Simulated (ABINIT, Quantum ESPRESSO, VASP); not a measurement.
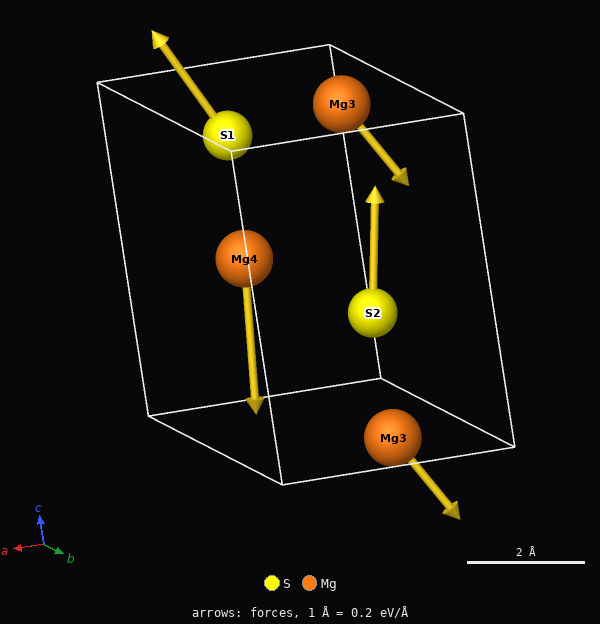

MgS (4 atoms) with its atoms moved off their places at random, by some hundredths of an ångström. The arrows are the forces from ABINIT (JTH PAW PBE v2.0). The parent cell is a structure listed in the Materials Project. It needn't be the stable form of this composition.

```
S Mg
1.0
     4.03462    0.00000    0.00000
    -2.01731    3.49409    0.00000
     0.00000    0.00000    6.43229
S Mg
2 2
Direct
  0.66170 0.33747 0.87235
  0.33641 0.66494 0.37150
  0.33406 0.66863 0.99751
  0.66446 0.32535 0.50085
```

The same cell was run in three programs or potential sets. Alike in all runs: functional PBE; k mesh 8 × 8 × 4 on the run's cell of 4 atoms; occupations fermi-dirac, width 0.05 eV; no spin polarisation; no spin-orbit coupling. The table gives the size of the force on each atom, with the net force on the cell removed.

| program | force on S1 (eV/Å) | force on S2 (eV/Å) | force on Mg3 (eV/Å) | force on Mg4 (eV/Å) |
| --- | --- | --- | --- | --- |
| ABINIT (JTH PAW PBE v2.0) | 0.381 | 0.364 | 0.282 | 0.457 |
| Quantum ESPRESSO (SSSP 1.3 efficiency) | ? | ? | ? | ? |
| VASP (PBE potentials, release 64 S, Mg) | 0.380 | 0.361 | 0.281 | 0.459 |

**What does Quantum ESPRESSO (SSSP 1.3 efficiency) give?**

0.380 eV/Å on S1, 0.362 eV/Å on S2, 0.281 eV/Å on Mg3 and 0.459 eV/Å on Mg4. The medians of the other rows are 0.381, 0.363, 0.281, 0.458 eV/Å.

**How well do the programs agree?**

The force on Mg4, the largest, spans 0.457 to 0.459 eV/Å. Against the median force vectors, the rows deviate by 0.001 eV/Å rms or less as a rule, and ABINIT (JTH PAW PBE v2.0) most, by 0.008 eV/Å. With one functional throughout, the spread comes from potentials, basis sets and numerical settings. Deviations count direction as well as size.
